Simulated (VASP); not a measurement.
## Single-point calculation, with input and output: Al16N15 (part 2 of 4)

The same run, continued: Al16N15 (defect cell, 31 atoms in the cell); Kohn-Sham DFT of a periodic cell, PBEsol, VASP PAW PBE potentials, recommended, spin-polarised (VASP 6.6.1); cutoff 450 eV, 3×3×2 k-mesh, Gaussian smearing of 0.03 eV, collinear spins. The structure derives from an entry of the Crystallography Open Database.

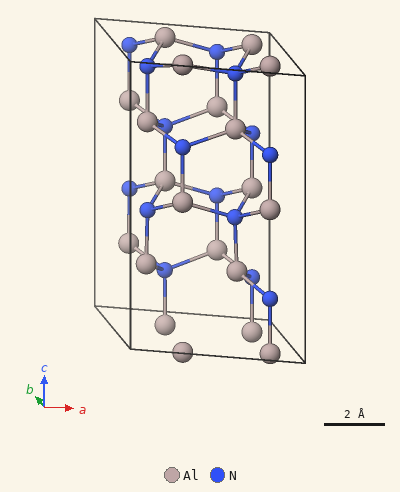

Figure 1. The input geometry (ball-and-stick view of the cell of the calculation, seen slightly off an axis). An atom can appear more than once, as a periodic image.

### Parts of OUTCAR, continued
```
 k-point     3 :       0.0000    0.3333    0.0000
  band No.  band energies     occupation
      1      -8.8593      1.00000
      2      -8.1182      1.00000
      3      -8.0534      1.00000
      4      -7.8975      1.00000
      5      -7.4513      1.00000
      6      -7.4167      1.00000
      7      -7.3393      1.00000
      8      -7.1230      1.00000
      9      -6.9765      1.00000
     10      -6.9322      1.00000
     11      -6.9223      1.00000
     12      -6.8814      1.00000
     13      -6.6138      1.00000
     14      -6.4954      1.00000
     15      -6.4939      1.00000
     16       0.3010      1.00000
     17       0.3953      1.00000
     18       0.7274      1.00000
     19       0.7585      1.00000
     20       0.8061      1.00000
     21       0.8982      1.00000
     22       1.0560      1.00000
     23       1.1880      1.00000
     24       1.2081      1.00000
     25       1.4138      1.00000
     26       1.5410      1.00000
     27       1.8617      1.00000
     28       2.1170      1.00000
     29       2.2380      1.00000
     30       2.3157      1.00000
     31       2.3725      1.00000
     32       2.5513      1.00000
     33       2.8747      1.00000
     34       3.0440      1.00000
     35       3.1667      1.00000
     36       3.2465      1.00000
     37       3.3390      1.00000
     38       3.3530      1.00000
     39       3.4001      1.00000
     40       3.8910      1.00000
     41       4.1067      1.00000
     42       4.2501      1.00000
     43       4.2763      1.00000
     44       4.2956      1.00000
     45       4.3492      1.00000
     46       4.4255      1.00000
     47       4.4912      1.00000
     48       4.5153      1.00000
     49       4.5281      1.00000
     50       4.6341      1.00000
     51       4.7533      1.00000
     52       4.8195      1.00000
     53       4.8459      1.00000
     54       4.9056      1.00000
     55       4.9337      1.00000
     56       4.9834      1.00000
     57       5.0916      1.00000
     58       5.2840      1.00000
     59       5.5671      1.00000
     60       5.5736      1.00000
     61       6.4193      1.00000
     62       9.6816      0.00000
     63      10.1600      0.00000
     64      10.8116      0.00000
     65      11.2694      0.00000
     66      11.6824      0.00000
     67      11.7070      0.00000
     68      11.9803      0.00000
     69      12.0054      0.00000
     70      12.1391      0.00000
     71      12.1945      0.00000
     72      12.3133      0.00000
     73      12.4448      0.00000

 k-point     4 :      -0.3333    0.3333    0.0000
  band No.  band energies     occupation
      1      -8.8576      1.00000
      2      -8.1090      1.00000
      3      -8.0510      1.00000
      4      -7.9181      1.00000
      5      -7.4386      1.00000
      6      -7.4275      1.00000
      7      -7.3391      1.00000
      8      -7.1211      1.00000
      9      -6.9705      1.00000
     10      -6.9319      1.00000
     11      -6.9266      1.00000
     12      -6.8796      1.00000
     13      -6.6140      1.00000
     14      -6.4968      1.00000
     15      -6.4923      1.00000
     16       0.3001      1.00000
     17       0.4128      1.00000
     18       0.7357      1.00000
     19       0.7520      1.00000
     20       0.8049      1.00000
     21       0.9000      1.00000
     22       1.0556      1.00000
     23       1.1863      1.00000
     24       1.1945      1.00000
     25       1.4151      1.00000
     26       1.5411      1.00000
     27       1.8651      1.00000
     28       2.1154      1.00000
     29       2.2292      1.00000
     30       2.3056      1.00000
     31       2.3726      1.00000
     32       2.5427      1.00000
     33       2.8793      1.00000
     34       3.0494      1.00000
     35       3.1674      1.00000
     36       3.2484      1.00000
     37       3.3304      1.00000
     38       3.3497      1.00000
     39       3.3925      1.00000
     40       3.8922      1.00000
     41       4.1170      1.00000
     42       4.2523      1.00000
     43       4.2764      1.00000
     44       4.3061      1.00000
     45       4.3462      1.00000
     46       4.4277      1.00000
     47       4.4958      1.00000
     48       4.5154      1.00000
     49       4.5384      1.00000
     50       4.6345      1.00000
     51       4.7508      1.00000
     52       4.8201      1.00000
     53       4.8406      1.00000
     54       4.9078      1.00000
     55       4.9341      1.00000
     56       4.9734      1.00000
     57       5.0900      1.00000
     58       5.2886      1.00000
     59       5.5696      1.00000
     60       5.5729      1.00000
     61       6.4209      1.00000
     62       9.7243      0.00000
     63      10.1449      0.00000
     64      10.7775      0.00000
     65      11.2611      0.00000
     66      11.6784      0.00000
     67      11.6999      0.00000
     68      11.9747      0.00000
     69      12.0107      0.00000
     70      12.1412      0.00000
     71      12.1888      0.00000
     72      12.3181      0.00000
     73      12.4440      0.00000

 k-point     5 :       0.3333    0.3333    0.0000
  band No.  band energies     occupation
      1      -8.3579      1.00000
      2      -8.3062      1.00000
      3      -8.1037      1.00000
      4      -7.6116      1.00000
      5      -7.5817      1.00000
      6      -7.5644      1.00000
      7      -7.5582      1.00000
      8      -7.4962      1.00000
      9      -7.2876      1.00000
     10      -6.7402      1.00000
     11      -6.7346      1.00000
     12      -6.6806      1.00000
     13      -6.6480      1.00000
     14      -6.5986      1.00000
     15      -6.5564      1.00000
     16       0.5867      1.00000
     17       0.9766      1.00000
     18       0.9965      1.00000
     19       1.0728      1.00000
     20       1.0803      1.00000
     21       1.1202      1.00000
     22       1.3630      1.00000
     23       1.6476      1.00000
     24       1.6700      1.00000
     25       1.7518      1.00000
     26       1.7697      1.00000
     27       2.0083      1.00000
     28       2.0245      1.00000
     29       2.1525      1.00000
     30       2.1623      1.00000
     31       2.1960      1.00000
     32       2.3691      1.00000
     33       2.4649      1.00000
     34       2.4975      1.00000
     35       2.5137      1.00000
     36       2.8946      1.00000
     37       2.9482      1.00000
     38       3.5150      1.00000
     39       3.5263      1.00000
     40       3.6490      1.00000
     41       3.9252      1.00000
     42       3.9929      1.00000
     43       4.0247      1.00000
     44       4.0325      1.00000
     45       4.1146      1.00000
     46       4.1641      1.00000
     47       4.3176      1.00000
     48       4.4459      1.00000
     49       4.5440      1.00000
     50       4.5576      1.00000
     51       4.6183      1.00000
     52       4.6786      1.00000
     53       4.8219      1.00000
     54       4.8938      1.00000
     55       4.9717      1.00000
     56       5.0039      1.00000
     57       5.0514      1.00000
     58       5.1426      1.00000
     59       5.3011      1.00000
     60       5.3186      1.00000
     61       6.9039      1.00000
     62       9.7239      0.00000
     63       9.8021      0.00000
     64      10.3403      0.00000
     65      10.9351      0.00000
     66      12.1400      0.00000
     67      12.5848      0.00000
     68      12.6141      0.00000
     69      12.6373      0.00000
     70      12.7148      0.00000
     71      12.8367      0.00000
     72      12.9726      0.00000
     73      13.2521      0.00000

 [... the levels of 4 k-points are left out ...]

 k-point    10 :       0.3333    0.3333    0.5000
  band No.  band energies     occupation
      1      -8.2547      1.00000
      2      -8.1980      1.00000
      3      -8.0408      1.00000
      4      -8.0086      1.00000
      5      -7.9695      1.00000
      6      -7.7617      1.00000
      7      -7.0686      1.00000
      8      -7.0349      1.00000
      9      -7.0130      1.00000
     10      -6.8572      1.00000
     11      -6.8519      1.00000
     12      -6.8228      1.00000
     13      -6.6998      1.00000
     14      -6.6959      1.00000
     15      -6.5568      1.00000
     16       0.4477      1.00000
     17       1.0404      1.00000
     18       1.1359      1.00000
     19       1.1742      1.00000
     20       1.2103      1.00000
     21       1.3032      1.00000
     22       1.3652      1.00000
     23       1.3720      1.00000
     24       1.5199      1.00000
     25       1.5391      1.00000
     26       1.5638      1.00000
     27       1.7560      1.00000
     28       1.9067      1.00000
     29       2.3142      1.00000
     30       2.3302      1.00000
     31       2.3405      1.00000
     32       2.4388      1.00000
     33       2.6274      1.00000
     34       2.8443      1.00000
     35       3.0043      1.00000
     36       3.1230      1.00000
     37       3.1800      1.00000
     38       3.2093      1.00000
     39       3.2406      1.00000
     40       3.4062      1.00000
     41       3.4535      1.00000
     42       3.7866      1.00000
     43       3.9558      1.00000
     44       4.0038      1.00000
     45       4.0613      1.00000
     46       4.1966      1.00000
     47       4.3680      1.00000
     48       4.4291      1.00000
     49       4.4681      1.00000
     50       4.4879      1.00000
     51       4.5890      1.00000
     52       4.7430      1.00000
     53       4.8098      1.00000
     54       4.8287      1.00000
     55       4.8550      1.00000
     56       5.1572      1.00000
     57       5.2779      1.00000
     58       5.2885      1.00000
     59       5.3427      1.00000
     60       5.3973      1.00000
     61       6.8561      1.00000
     62       9.7112      0.00000
     63       9.7511      0.00000
     64      10.4195      0.00000
     65      11.6416      0.00000
     66      11.8669      0.00000
     67      12.3438      0.00000
     68      12.4499      0.00000
     69      12.4980      0.00000
     70      12.5889      0.00000
     71      12.8970      0.00000
     72      13.0131      0.00000
     73      13.0716      0.00000
 Fermi energy:         7.0884805512

 spin component 2

 k-point     1 :       0.0000    0.0000    0.0000
  band No.  band energies     occupation
      1      -9.1875      1.00000
      2      -8.3624      1.00000
      3      -8.2954      1.00000
      4      -7.3931      1.00000
      5      -7.3768      1.00000
      6      -7.1648      1.00000
      7      -7.0363      1.00000
      8      -6.9567      1.00000
      9      -6.9509      1.00000
     10      -6.9111      1.00000
     11      -6.9100      1.00000
     12      -6.8387      1.00000
     13      -6.5657      1.00000
     14      -6.5462      1.00000
     15      -6.5447      1.00000
     16      -0.1242      1.00000
     17       0.0791      1.00000
     18       0.2778      1.00000
     19       0.2864      1.00000
     20       0.3182      1.00000
     21       0.4340      1.00000
     22       0.4378      1.00000
     23       0.4603      1.00000
     24       0.7238      1.00000
     25       0.7427      1.00000
     26       1.5099      1.00000
     27       1.9213      1.00000
     28       1.9245      1.00000
     29       2.1564      1.00000
     30       2.4732      1.00000
     31       2.5105      1.00000
     32       2.5127      1.00000
     33       3.1234      1.00000
     34       3.7451      1.00000
     35       3.9185      1.00000
     36       3.9250      1.00000
     37       4.0538      1.00000
     38       4.0686      1.00000
     39       4.2425      1.00000
     40       4.3117      1.00000
     41       4.3825      1.00000
     42       4.4049      1.00000
     43       4.4056      1.00000
     44       4.4390      1.00000
     45       4.4709      1.00000
     46       4.4763      1.00000
     47       4.5333      1.00000
     48       4.5352      1.00000
     49       4.6484      1.00000
     50       4.6511      1.00000
     51       5.0814      1.00000
     52       5.0847      1.00000
     53       5.2047      1.00000
     54       5.2586      1.00000
     55       5.2626      1.00000
     56       5.3480      1.00000
     57       5.3494      1.00000
     58       5.6564      1.00000
     59       5.6779      1.00000
     60       5.6797      1.00000
     61       5.6899      1.00000
     62       9.8786      0.00000
     63      10.2429      0.00000
     64      10.7851      0.00000
     65      10.8059      0.00000
     66      11.0789      0.00000
     67      11.2099      0.00000
     68      11.2157      0.00000
     69      11.5745      0.00000
     70      11.5789      0.00000
     71      11.5807      0.00000
     72      11.6703      0.00000
     73      11.7391      0.00000

 k-point     2 :       0.3333    0.0000    0.0000
  band No.  band energies     occupation
      1      -8.8587      1.00000
      2      -8.1157      1.00000
      3      -8.0525      1.00000
      4      -7.9040      1.00000
      5      -7.4481      1.00000
      6      -7.4188      1.00000
      7      -7.3391      1.00000
      8      -7.1237      1.00000
      9      -6.9744      1.00000
     10      -6.9328      1.00000
     11      -6.9223      1.00000
     12      -6.8809      1.00000
     13      -6.6134      1.00000
     14      -6.4969      1.00000
     15      -6.4927      1.00000
     16       0.3007      1.00000
     17       0.4021      1.00000
     18       0.7300      1.00000
     19       0.7559      1.00000
     20       0.8055      1.00000
     21       0.8977      1.00000
     22       1.0565      1.00000
     23       1.1872      1.00000
     24       1.2046      1.00000
     25       1.4145      1.00000
     26       1.5403      1.00000
     27       1.8627      1.00000
     28       2.1168      1.00000
     29       2.2338      1.00000
     30       2.3129      1.00000
     31       2.3726      1.00000
     32       2.5492      1.00000
     33       2.8766      1.00000
     34       3.0456      1.00000
     35       3.1667      1.00000
     36       3.2481      1.00000
     37       3.3363      1.00000
     38       3.3527      1.00000
     39       3.3978      1.00000
     40       3.8921      1.00000
     41       4.1102      1.00000
     42       4.2502      1.00000
     43       4.2757      1.00000
     44       4.2996      1.00000
     45       4.3484      1.00000
     46       4.4259      1.00000
     47       4.4942      1.00000
     48       4.5149      1.00000
     49       4.5312      1.00000
     50       4.6338      1.00000
     51       4.7514      1.00000
     52       4.8198      1.00000
     53       4.8436      1.00000
     54       4.9075      1.00000
     55       4.9335      1.00000
     56       4.9808      1.00000
     57       5.0905      1.00000
     58       5.2848      1.00000
     59       5.5672      1.00000
     60       5.5743      1.00000
     61       6.4200      1.00000
     62       9.6981      0.00000
     63      10.1496      0.00000
     64      10.8019      0.00000
     65      11.2664      0.00000
     66      11.6828      0.00000
     67      11.7052      0.00000
     68      11.9778      0.00000
     69      12.0082      0.00000
     70      12.1399      0.00000
     71      12.1937      0.00000
     72      12.3161      0.00000
     73      12.4443      0.00000

 k-point     3 :       0.0000    0.3333    0.0000
  band No.  band energies     occupation
      1      -8.8592      1.00000
      2      -8.1182      1.00000
      3      -8.0534      1.00000
      4      -7.8974      1.00000
      5      -7.4513      1.00000
      6      -7.4167      1.00000
      7      -7.3393      1.00000
      8      -7.1230      1.00000
      9      -6.9765      1.00000
     10      -6.9321      1.00000
     11      -6.9223      1.00000
     12      -6.8814      1.00000
     13      -6.6138      1.00000
     14      -6.4954      1.00000
     15      -6.4939      1.00000
     16       0.3011      1.00000
     17       0.3954      1.00000
     18       0.7275      1.00000
     19       0.7586      1.00000
     20       0.8062      1.00000
     21       0.8982      1.00000
     22       1.0560      1.00000
     23       1.1880      1.00000
     24       1.2082      1.00000
     25       1.4138      1.00000
     26       1.5411      1.00000
     27       1.8617      1.00000
     28       2.1171      1.00000
     29       2.2380      1.00000
     30       2.3157      1.00000
     31       2.3726      1.00000
     32       2.5514      1.00000
     33       2.8747      1.00000
     34       3.0440      1.00000
     35       3.1667      1.00000
     36       3.2466      1.00000
     37       3.3390      1.00000
     38       3.3530      1.00000
     39       3.4001      1.00000
     40       3.8911      1.00000
     41       4.1067      1.00000
     42       4.2501      1.00000
     43       4.2764      1.00000
     44       4.2956      1.00000
     45       4.3492      1.00000
     46       4.4256      1.00000
     47       4.4913      1.00000
     48       4.5154      1.00000
     49       4.5281      1.00000
     50       4.6341      1.00000
     51       4.7533      1.00000
     52       4.8194      1.00000
     53       4.8459      1.00000
     54       4.9056      1.00000
     55       4.9337      1.00000
     56       4.9834      1.00000
     57       5.0916      1.00000
     58       5.2840      1.00000
     59       5.5671      1.00000
     60       5.5736      1.00000
     61       6.4194      1.00000
     62       9.6817      0.00000
     63      10.1601      0.00000
     64      10.8117      0.00000
     65      11.2696      0.00000
     66      11.6825      0.00000
     67      11.7071      0.00000
     68      11.9805      0.00000
     69      12.0056      0.00000
     70      12.1392      0.00000
     71      12.1946      0.00000
     72      12.3135      0.00000
     73      12.4449      0.00000
```
